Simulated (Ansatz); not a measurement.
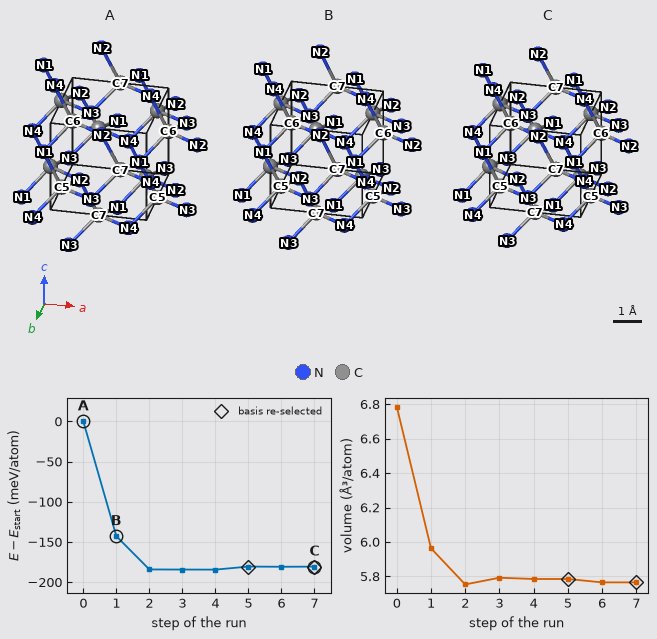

Frames of a relaxation of crystalline C₃N₄ (set up in P-43m), marked on the history of the run. Style: ball-and-stick. Shown: the cell of the calculation, from a free direction.

The run lets cell and atoms move.

Computed with Kohn-Sham DFT of a periodic cell, PBEsol, Ansatz PAW (Ansatz).

Input file:
```yaml
crystal:
  lattice:
    - [3.62161658, 0.0, 0.0]
    - [0.0, 3.62161658, 0.0]
    - [0.0, 0.0, 3.62161658]
  atoms:
    - { symbol: "N", position: [0.754313, 0.245687, 0.245687] }
    - { symbol: "N", position: [0.245687, 0.754313, 0.245687] }
    - { symbol: "N", position: [0.245687, 0.245687, 0.754313] }
    - { symbol: "N", position: [0.754313, 0.754313, 0.754313] }
    - { symbol: C, position: [0.0, 0.5, 0.0] }
    - { symbol: C, position: [0.0, 0.0, 0.5] }
    - { symbol: C, position: [0.5, 0.0, 0.0] }
hamiltonian:
  xc: pbesol
  pseudopotentials: { kind: paw }
kpoints:
  mp_grid: { grid: [8, 8, 8] }
scf:
  occupations: { method: fermi_dirac, width: 0.05 }
output:
  forces: true
  stress: true
  eigenvalues: true
relax:
  f_tol: 0.01
  max_steps: 40
  cell: { stress_tol: 0.05 }
```

Run as
```bash
ansatz run input.yaml --threads 4 --pin off --max-ram 11264MiB --backend cpu --events-out ev --progress --plain --runs-dir out
```

**What happens along the run?**

The energy falls by 181 meV per atom in 5 accepted moves (7 points after the start). The largest force component goes from 0.41 to 0.00059 eV/Å. Pressure: −49.34 GPa at the start and −0.03 GPa at the end. The SCF was repeated twice at an unchanged geometry on a basis and grid sized afresh for the cell, which shifted the energy by 3.8 meV per atom at most. The atoms keep their places relative to the cell (all moves are under 0.005 Å). Cell: a = b = c 3.622 → 3.430 Å (−5.3 %). Volume −15.0 %. Some distances before and after: N1–C5 1.559 → 1.478 Å. The space group stays P-43m (No. 215). From step 0 to 1: N atoms move most (0.05 Å), volume −12.1 %, energy −143 meV per atom. From step 1 to 7: N atoms move most (0.05 Å), volume −3.3 %, energy −37.8 meV per atom.

```tsv
step	E − E(0), meV/atom	largest force component, eV/Å	pressure, GPa	volume, Å³/atom	note
0	0.00	0.4126	-49.34	6.786	
1	-142.76	1.2840	-15.74	5.963	
2	-184.07	0.1285	1.74	5.753	
3	-184.21	0.0165	-0.45	5.792	
4	-184.29	0.0010	-0.01	5.785	
5	-180.49	0.0037	-1.42	5.785	same geometry, new basis
6	-180.74	0.0005	0.01	5.765	
7	-180.58	0.0006	-0.03	5.765	same geometry, new basis
```
